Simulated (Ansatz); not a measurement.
# Run report: SnS$_{2}$, geometry relaxation (part 2 of 2)

Continued. System: SnS$_{2}$ (3 atoms in the cell). Method: DFT PBE, scalar-relativistic, plane waves, PAW, no spin polarisation (Ansatz 0.2.0); cutoff 420 eV, 6×6×4 k-mesh, Gaussian smearing of 0.1 eV. The structure derives from an entry of the Crystallography Open Database.

Geometry of the input (Å; fractional positions):
```
3.5983  0.0000  0.0000
-1.7992  3.1162  0.0000
0.0000  0.0000  5.4940
Sn 0.0000  0.0000  0.0000
S  0.6667  0.3333  0.2639
S  0.3333  0.6667  0.7361
```

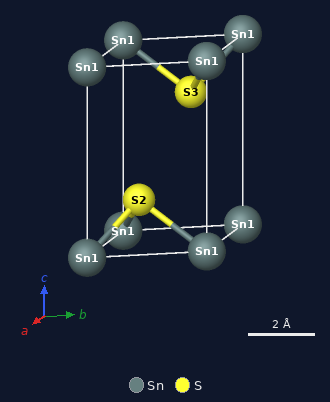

*The geometry at step 3 of the log (ball-and-stick view of the cell of the calculation, seen slightly off an axis; atoms are numbered from 1 in the order of the input).*

**The program's output, continued**
```
relax step   6: F+E_penalty+E_count = -7829.47248413 eV  Δ(F+E_penalty+E_count) = -9.240e-3 eV  max|allowed force component| = 1.285e-2 eV/Å  Δτ_max = 0.0000 Å  P = +0.341 GPa  Ω = 75.734 Å³  stress off target by 5.23e-1 GPa  SCF on the basis re-selected at this cell (its energy is not comparable with the rows above)  (4 SCF iters)
basis re-selected at this cell: Δ(F+E_penalty+E_count) = -9.240e-3 eV, ΔP = +0.090 GPa vs the last step (what re-selecting the basis moved, of the pressure what is left beyond the Pulay correction that the steps carried, after the strain that the cell walked since its last selection, with what the two solves' SCF thresholds leave and, on support functions, any second-order correction that the steps lacked; it is no measure of the basis error at this ecutwfc). The dense FFT grid was sized anew with the basis: this SCF ran on 25×25×45 points, the steps before it on 25×25×40, so part of this shift can come from that change (see relax.cell in the input reference). This SCF's stress stands 5.23e-1 GPa from its target on what of the cell is left free (relax.cell.stress_tol is 5.00e-1 GPa) and its largest allowed force component is 1.29e-2 eV/Å (relax.f_tol is 5.00e-2 eV/Å): not within both, so this SCF does not close the relaxation
Crystal: 3 atoms, lattice volume = 77.722 Å³
Basis set: ecut = 420 eV, 1533 PW (Γ), exchange–correlation on 50×50×90 points (8 copies of the dense FFT grid, shifted against one another)
iter 1 solved again at ethr=5.70e-6 eV; its pass at ethr=3.10e-3 eV (dr2=1.48e-3 eV) is discarded
SCF iter   1: F=—  HF=-7829.476119 eV  |F-HF|=—  |Δ(HF+E_count)|=         —  Δρ=1.64e-3  dr2=1.47e-3  ethr=5.70e-6  ⟨swp⟩=1.8  Hψ=2802  notcnv=0
preconditioner: auto → Resta (q_TF=auto, 2.273 Å⁻¹)  ε∞=2.8  [insulator: Δε(μ)=1.522 eV  Ē_g=15.892 eV  σ=0.100 eV  W_gap=1.00  n_scr=22 (ndim 8)  ℏωp=21.5 eV  f_vac=0.118  D(μ)=0.00/eV (n_scr^D=0)  ε∞_Penn≈2.8]
SCF iter   2: F=—  HF=-7829.475935 eV  |F-HF|=—  |Δ(HF+E_count)|=   1.84e-4  Δρ=8.47e-4  dr2=3.53e-4  ethr=5.67e-6  ⟨swp⟩=2.0  Hψ=543  notcnv=0
SCF iter   3: F=—  HF=-7829.475977 eV  |F-HF|=—  |Δ(HF+E_count)|=   4.14e-5  Δρ=1.27e-4  dr2=1.54e-5  ethr=1.36e-6  ⟨swp⟩=2.8  Hψ=700  notcnv=0
SCF iter   4: F=—  HF=-7829.476029 eV  |F-HF|=—  |Δ(HF+E_count)|=   5.22e-5  Δρ=3.88e-5  dr2=1.93e-6  ethr=5.91e-8  ⟨swp⟩=2.0  Hψ=534  notcnv=0
SCF iter   5: F=-7829.476032 eV  HF=-7829.476031 eV  |F-HF|=2.66e-7  |Δ(HF+E_count)|=   2.41e-6  Δρ=1.14e-5  dr2=1.57e-7  ethr=1.15e-9  ⟨swp⟩=6.8  Hψ=2008  notcnv=0
SCF 7 converged in 5 iterations: F = -7829.476032 eV  dr2 = 1.57e-7
relax step   7: F+E_penalty+E_count = -7829.47603173 eV  Δ(F+E_penalty+E_count) = -3.548e-3 eV  max|allowed force component| = 2.172e-2 eV/Å  Δτ_max = 0.0278 Å  P = +0.031 GPa  Ω = 77.722 Å³  energy of the carried Pulay correction = -4.771e-4 eV  (5 SCF iters, dr2 threshold 3.00e-7 eV, accepted)
Crystal: 3 atoms, lattice volume = 80.011 Å³
Basis set: ecut = 420 eV, 1559 PW (Γ), exchange–correlation on 50×50×90 points (8 copies of the dense FFT grid, shifted against one another)
iter 1 solved again at ethr=8.44e-6 eV; its pass at ethr=3.10e-3 eV (dr2=2.19e-3 eV) is discarded
SCF iter   1: F=—  HF=-7829.477918 eV  |F-HF|=—  |Δ(HF+E_count)|=         —  Δρ=2.05e-3  dr2=2.15e-3  ethr=8.44e-6  ⟨swp⟩=2.0  Hψ=2829  notcnv=0
preconditioner: auto → Resta (q_TF=auto, 2.262 Å⁻¹)  ε∞=2.8  [insulator: Δε(μ)=1.534 eV  Ē_g=15.895 eV  σ=0.100 eV  W_gap=1.00  n_scr=22 (ndim 8)  ℏωp=21.2 eV  f_vac=0.152  D(μ)=0.00/eV (n_scr^D=0)  ε∞_Penn≈2.8]
SCF iter   2: F=—  HF=-7829.477680 eV  |F-HF|=—  |Δ(HF+E_count)|=   2.38e-4  Δρ=1.07e-3  dr2=5.45e-4  ethr=8.28e-6  ⟨swp⟩=2.0  Hψ=538  notcnv=0
SCF iter   3: F=—  HF=-7829.477736 eV  |F-HF|=—  |Δ(HF+E_count)|=   5.54e-5  Δρ=1.46e-4  dr2=2.78e-5  ethr=2.10e-6  ⟨swp⟩=2.7  Hψ=630  notcnv=0
SCF iter   4: F=—  HF=-7829.477777 eV  |F-HF|=—  |Δ(HF+E_count)|=   4.07e-5  Δρ=4.94e-5  dr2=3.11e-6  ethr=1.07e-7  ⟨swp⟩=2.0  Hψ=530  notcnv=0
SCF iter   5: F=—  HF=-7829.477784 eV  |F-HF|=—  |Δ(HF+E_count)|=   7.60e-6  Δρ=1.37e-5  dr2=2.35e-7  ethr=1.20e-8  ⟨swp⟩=2.0  Hψ=577  notcnv=0
SCF iter   6: F=—  HF=-7829.477784 eV  |F-HF|=—  |Δ(HF+E_count)|=   2.19e-7  Δρ=2.84e-6  dr2=8.99e-9  ethr=9.03e-10  ⟨swp⟩=2.4  Hψ=650  notcnv=0
SCF iter   7: F=-7829.477784 eV  HF=-7829.477784 eV  |F-HF|=1.97e-9  |Δ(HF+E_count)|=   3.20e-8  Δρ=7.69e-7  dr2=5.51e-10  ethr=1.15e-11  ⟨swp⟩=5.8  Hψ=1812  notcnv=0
SCF 8 converged in 7 iterations: F = -7829.477784 eV  dr2 = 5.51e-10
relax step   8: F+E_penalty+E_count = -7829.47778437 eV  Δ(F+E_penalty+E_count) = -1.753e-3 eV  max|allowed force component| = 1.327e-2 eV/Å  Δτ_max = 0.0379 Å  P = +0.084 GPa  Ω = 80.011 Å³  energy of the carried Pulay correction = -1.074e-3 eV  (7 SCF iters, accepted)
Crystal: 3 atoms, lattice volume = 81.671 Å³
iter 1 solved again at ethr=3.61e-6 eV; its pass at ethr=3.10e-3 eV (dr2=9.39e-4 eV) is discarded
SCF iter   1: F=—  HF=-7829.477675 eV  |F-HF|=—  |Δ(HF+E_count)|=         —  Δρ=1.32e-3  dr2=9.48e-4  ethr=3.61e-6  ⟨swp⟩=2.0  Hψ=2929  notcnv=0
preconditioner: auto → Resta (q_TF=auto, 2.254 Å⁻¹)  ε∞=2.7  [insulator: Δε(μ)=1.516 eV  Ē_g=15.879 eV  σ=0.100 eV  W_gap=1.00  n_scr=22 (ndim 8)  ℏωp=21.0 eV  f_vac=0.166  D(μ)=0.00/eV (n_scr^D=0)  ε∞_Penn≈2.7]
SCF iter   2: F=—  HF=-7829.477578 eV  |F-HF|=—  |Δ(HF+E_count)|=   9.65e-5  Δρ=6.77e-4  dr2=2.29e-4  ethr=3.61e-6  ⟨swp⟩=2.0  Hψ=529  notcnv=0
SCF iter   3: F=—  HF=-7829.477611 eV  |F-HF|=—  |Δ(HF+E_count)|=   3.23e-5  Δρ=9.54e-5  dr2=8.68e-6  ethr=8.80e-7  ⟨swp⟩=2.6  Hψ=620  notcnv=0
SCF iter   4: F=—  HF=-7829.477631 eV  |F-HF|=—  |Δ(HF+E_count)|=   2.04e-5  Δρ=2.77e-5  dr2=1.17e-6  ethr=3.34e-8  ⟨swp⟩=2.2  Hψ=564  notcnv=0
SCF iter   5: F=—  HF=-7829.477631 eV  |F-HF|=—  |Δ(HF+E_count)|=   7.96e-8  Δρ=9.46e-6  dr2=1.01e-7  ethr=4.50e-9  ⟨swp⟩=2.1  Hψ=577  notcnv=0
SCF iter   6: F=—  HF=-7829.477631 eV  |F-HF|=—  |Δ(HF+E_count)|=   2.10e-7  Δρ=1.57e-6  dr2=3.19e-9  ethr=3.88e-10  ⟨swp⟩=2.0  Hψ=560  notcnv=0
SCF iter   7: F=-7829.477631 eV  HF=-7829.477631 eV  |F-HF|=3.61e-10  |Δ(HF+E_count)|=   1.42e-8  Δρ=2.92e-7  dr2=9.59e-11  ethr=1.15e-11  ⟨swp⟩=5.0  Hψ=1413  notcnv=0
SCF 9 converged in 7 iterations: F = -7829.477631 eV  dr2 = 9.59e-11
relax step   9: F+E_penalty+E_count = -7829.47763130 eV  Δ(F+E_penalty+E_count) = +1.531e-4 eV  max|allowed force component| = 4.644e-2 eV/Å  Δτ_max = 0.0204 Å  P = -0.114 GPa  Ω = 81.671 Å³  energy of the carried Pulay correction = -1.539e-3 eV  (7 SCF iters, accepted)
Basis set: ecut = 420 eV, 1559 PW (Γ), exchange–correlation on 50×50×96 points (8 copies of the dense FFT grid, shifted against one another)
iter 1 solved again at ethr=3.21e-7 eV; its pass at ethr=3.10e-3 eV (dr2=8.35e-5 eV) is discarded
SCF iter   1: F=—  HF=-7829.479501 eV  |F-HF|=—  |Δ(HF+E_count)|=         —  Δρ=7.78e-5  dr2=6.71e-7  ethr=3.21e-7  ⟨swp⟩=3.1  Hψ=3358  notcnv=0
preconditioner: auto → Resta (q_TF=auto, 2.254 Å⁻¹)  ε∞=2.7  [insulator: Δε(μ)=1.521 eV  Ē_g=15.887 eV  σ=0.100 eV  W_gap=1.00  n_scr=22 (ndim 8)  ℏωp=21.0 eV  f_vac=0.165  D(μ)=0.00/eV (n_scr^D=0)  ε∞_Penn≈2.7]
SCF iter   2: F=—  HF=-7829.479463 eV  |F-HF|=—  |Δ(HF+E_count)|=   3.76e-5  Δρ=3.93e-5  dr2=1.78e-7  ethr=2.58e-9  ⟨swp⟩=2.0  Hψ=712  notcnv=0
SCF iter   3: F=—  HF=-7829.479465 eV  |F-HF|=—  |Δ(HF+E_count)|=   1.44e-6  Δρ=8.45e-6  dr2=1.11e-8  ethr=6.83e-10  ⟨swp⟩=2.0  Hψ=600  notcnv=0
SCF iter   4: F=-7829.479465 eV  HF=-7829.479465 eV  |F-HF|=6.09e-10  |Δ(HF+E_count)|=   6.18e-8  Δρ=8.77e-7  dr2=9.17e-10  ethr=1.15e-11  ⟨swp⟩=6.7  Hψ=1957  notcnv=0
SCF 10 converged in 4 iterations: F = -7829.479465 eV  dr2 = 9.17e-10
relax step  10: F+E_penalty+E_count = -7829.47946489 eV  Δ(F+E_penalty+E_count) = -1.834e-3 eV  max|allowed force component| = 4.769e-2 eV/Å  Δτ_max = 0.0000 Å  P = -0.121 GPa  Ω = 81.671 Å³  stress off target by 2.42e-1 GPa  SCF on the basis re-selected at this cell (its energy is not comparable with the rows above)  (4 SCF iters)
basis re-selected at this cell: Δ(F+E_penalty+E_count) = -1.834e-3 eV, ΔP = -0.007 GPa vs the last step (what re-selecting the basis moved, of the pressure what is left beyond the Pulay correction that the steps carried, after the strain that the cell walked since its last selection, with what the two solves' SCF thresholds leave and, on support functions, any second-order correction that the steps lacked; it is no measure of the basis error at this ecutwfc). The dense FFT grid was sized anew with the basis: this SCF ran on 25×25×48 points, the steps before it on 25×25×45, so part of this shift can come from that change (see relax.cell in the input reference). This SCF's stress stands 2.42e-1 GPa from its target on what of the cell is left free (relax.cell.stress_tol is 5.00e-1 GPa) and its largest allowed force component is 4.77e-2 eV/Å (relax.f_tol is 5.00e-2 eV/Å): within both
SCF converged after 4 iterations
Free energy (F): -7829.479465 eV
Harris-Foulkes:  -7829.479465 eV  (|F-HF|=6.09e-10)
Internal energy: -7829.479465 eV  (E = F + TS)
E sigma→0 (E₀):  -7829.479465 eV
Fermi energy:    4.885280 eV
--- Per-component energies (eV) ---
  E_band       = -174.415345
  E_kinetic    = 398.996187
  E_local      = -2134.808641  (includes V_loc(G=0)·N_el)
  E_nonlocal   = 26.828489
  E_hartree    = 1088.558112
  E_xc         = -574.007024
  E_vxc        = -267.769760  (∫ρ·V_xc dr)
  E_paw        = -5343.102436  (= ΣΔE_a)
  E_vpaw       = -374.776628  (= ΣTr[D̂ρ^β])
  E_aug_tail   = 0.000003  (compensation charges beyond the density's cutoff)
  E_ewald      = -1291.944154
  E_smearing   = -0.000000  (= −TS)
  E_closure    = 0.000000  (closes the sum)
  Σ components = -7829.479465   (vs F -7829.479465, Δ=0.00e0)
--- Forces (eV/Å), atoms counted from 1 ---
  atom   1  Sn     0.00000000    -0.00000000     0.00000000
  atom   2  S     -0.00000000     0.00000000    -0.04769343
  atom   3  S     -0.00000000    -0.00000000     0.04769343
  max |Σ_I F_I| component: 5.55e-17 eV/Å
--- Stress (GPa, compression-positive) ---
       -0.060575      -0.000000      -0.000000
       -0.000000      -0.060575       0.000000
       -0.000000       0.000000      -0.241981
  P = ⅓ Tr σ = -0.1210 GPa (-1.210 kbar)
--- Band table (eV; the first three rows and the last of 24) ---
  k-point 0: bands = ["-16.6281", "-16.6281", "-16.5930", "-16.5700", "-16.5700", "-9.1349", "-7.4110", "-0.8363", "3.6509", "3.6509", "3.7263", "4.0027", "4.0027", "6.1469", "7.9063", "9.5292", "9.5292"]
  k-point 1: bands = ["-16.6281", "-16.6281", "-16.5930", "-16.5700", "-16.5700", "-9.1228", "-7.4391", "-0.7123", "3.3535", "3.6451", "3.6451", "4.0115", "4.0115", "6.4684", "7.9066", "9.5069", "9.5069"]
  k-point 2: bands = ["-16.6281", "-16.6281", "-16.5930", "-16.5700", "-16.5700", "-9.1104", "-7.4674", "-0.5762", "3.0229", "3.6395", "3.6395", "4.0200", "4.0200", "6.7383", "7.9046", "9.4850", "9.4850"]
  k-point 23: bands = ["-16.6463", "-16.6463", "-16.5697", "-16.5697", "-16.5492", "-6.9037", "-6.9037", "-2.6654", "0.6460", "0.6460", "1.0779", "3.6582", "3.6582", "6.8727", "9.9300", "9.9300", "11.4421"]
--- Relaxed structure (8 steps of the walk, 8 accepted, 2 SCFs on fresh bases) ---
  F+E_penalty+E_count = -7829.47946489 eV   max|allowed force component| = 4.769e-2 eV/Å   (the final SCF, on the basis selected at the relaxed cell)
  cell:  # Å, volume = 81.6710 Å³
    - [3.702947944384221, -2.970700909150471e-11, 6.47968832899362e-17]
    - [-1.8514739721663835, 3.206846988742955, 3.0012459658166276e-28]
    - [9.893395297024891e-17, 5.711954437883782e-17, 6.877682047585727]
  atoms:
    - { symbol: Sn, position: [4.399021653930516e-34, -5.887418668274336e-34, -4.209982953468771e-19] }
    - { symbol: S, position: [0.6666666666666666, 0.33333333333333315, 0.2154813008801607] }
    - { symbol: S, position: [0.33333333333333326, 0.6666666666666665, 0.7845186991198393] }
```

**Trajectory as extended XYZ (Å, eV, eV/Å), 10 frames, from step=1 to step=10**
```
3
Lattice="3.5983 0.0000 0.0000 -1.7992 3.1162 0.0000 0.0000 0.0000 5.4940" Properties=species:S:1:pos:R:3:forces:R:3 step=1 energy=-7829.21915 pressure_GPa=9.24
Sn    0.0000    0.0000    0.0000    0.0000   0.0000   0.0000
S     1.7992    1.0387    1.4499    0.0000   0.0000   0.4487
S     0.0000    2.0775    4.0441    0.0000   0.0000  -0.4487
3
Lattice="3.7459 0.0000 0.0000 -1.8730 3.2440 0.0000 0.0000 0.0000 5.7614" Properties=species:S:1:pos:R:3:forces:R:3 step=2 energy=-7829.41600 pressure_GPa=0.36
Sn    0.0000    0.0000    0.0000    0.0000   0.0000   0.0000
S     1.8730    1.0813    1.4505    0.0000   0.0000   0.0106
S     0.0000    2.1627    4.3109    0.0000   0.0000  -0.0106
3
Lattice="3.7287 0.0000 0.0000 -1.8643 3.2291 0.0000 0.0000 0.0000 5.9417" Properties=species:S:1:pos:R:3:forces:R:3 step=3 energy=-7829.44057 pressure_GPa=0.31
Sn    0.0000    0.0000    0.0000    0.0000   0.0000   0.0000
S     1.8643    1.0764    1.4607    0.0000   0.0000   0.0070
S     0.0000    2.1528    4.4810    0.0000   0.0000  -0.0070
3
Lattice="3.7064 0.0000 0.0000 -1.8532 3.2098 0.0000 0.0000 0.0000 6.2093" Properties=species:S:1:pos:R:3:forces:R:3 step=4 energy=-7829.45939 pressure_GPa=0.41
Sn    0.0000    0.0000    0.0000    0.0000   0.0000   0.0000
S     1.8532    1.0699    1.4716    0.0000   0.0000   0.0146
S     0.0000    2.1399    4.7378    0.0000   0.0000  -0.0146
3
Lattice="3.7034 0.0000 0.0000 -1.8517 3.2073 0.0000 0.0000 0.0000 6.3760" Properties=species:S:1:pos:R:3:forces:R:3 step=5 energy=-7829.46324 pressure_GPa=0.25
Sn    0.0000    0.0000    0.0000    0.0000   0.0000   0.0000
S     1.8517    1.0691    1.4739    0.0000   0.0000   0.0182
S     0.0000    2.1382    4.9021    0.0000   0.0000  -0.0182
3
Lattice="3.7034 0.0000 0.0000 -1.8517 3.2073 0.0000 0.0000 0.0000 6.3760" Properties=species:S:1:pos:R:3:forces:R:3 step=6 energy=-7829.47248 pressure_GPa=0.34
Sn    0.0000    0.0000    0.0000    0.0000   0.0000   0.0000
S     1.8517    1.0691    1.4739    0.0000   0.0000   0.0129
S     0.0000    2.1382    4.9021    0.0000   0.0000  -0.0129
3
Lattice="3.7061 0.0000 0.0000 -1.8530 3.2095 0.0000 0.0000 0.0000 6.5341" Properties=species:S:1:pos:R:3:forces:R:3 step=7 energy=-7829.47603 pressure_GPa=0.03
Sn    0.0000    0.0000    0.0000    0.0000   0.0000   0.0000
S     1.8530    1.0698    1.4774    0.0000   0.0000  -0.0217
S     0.0000    2.1397    5.0568    0.0000   0.0000   0.0217
3
Lattice="3.7055 0.0000 0.0000 -1.8528 3.2091 0.0000 0.0000 0.0000 6.7285" Properties=species:S:1:pos:R:3:forces:R:3 step=8 energy=-7829.47778 pressure_GPa=0.08
Sn    0.0000    0.0000    0.0000    0.0000   0.0000   0.0000
S     1.8528    1.0697    1.4749    0.0000   0.0000   0.0133
S     0.0000    2.1394    5.2536    0.0000   0.0000  -0.0133
3
Lattice="3.7029 0.0000 0.0000 -1.8515 3.2068 0.0000 0.0000 0.0000 6.8777" Properties=species:S:1:pos:R:3:forces:R:3 step=9 energy=-7829.47763 pressure_GPa=-0.11
Sn    0.0000    0.0000    0.0000    0.0000   0.0000   0.0000
S     1.8515    1.0689    1.4820    0.0000   0.0000  -0.0464
S     0.0000    2.1379    5.3957    0.0000   0.0000   0.0464
3
Lattice="3.7029 0.0000 0.0000 -1.8515 3.2068 0.0000 0.0000 0.0000 6.8777" Properties=species:S:1:pos:R:3:forces:R:3 step=10 energy=-7829.47947 pressure_GPa=-0.12
Sn    0.0000    0.0000    0.0000    0.0000   0.0000   0.0000
S     1.8515    1.0689    1.4820    0.0000   0.0000  -0.0477
S     0.0000    2.1379    5.3957    0.0000   0.0000   0.0477
```

**Summary**

- outcome: converged
- space group (tolerance 0.01 Å): P-3m1 (164)
- electrons treated: 26
- free energy: −7829.4795 eV
- Fermi energy: 4.885 eV
- gap on the k-point mesh: 1.52 eV
- pressure: −0.12 GPa
- final volume: 81.67 Å³
- largest force (length of the vector) at the end: 0.048 eV/Å
- final cell: a = 3.703 Å, b = 3.703 Å, c = 6.878 Å, α = 90.00°, β = 90.00°, γ = 120.00°
- hardware: 1 thread of Intel Xeon (Granite Rapids), 16 GiB of memory available, shared host
- wall time: 9.4 s
- peak memory: 0.42 GiB
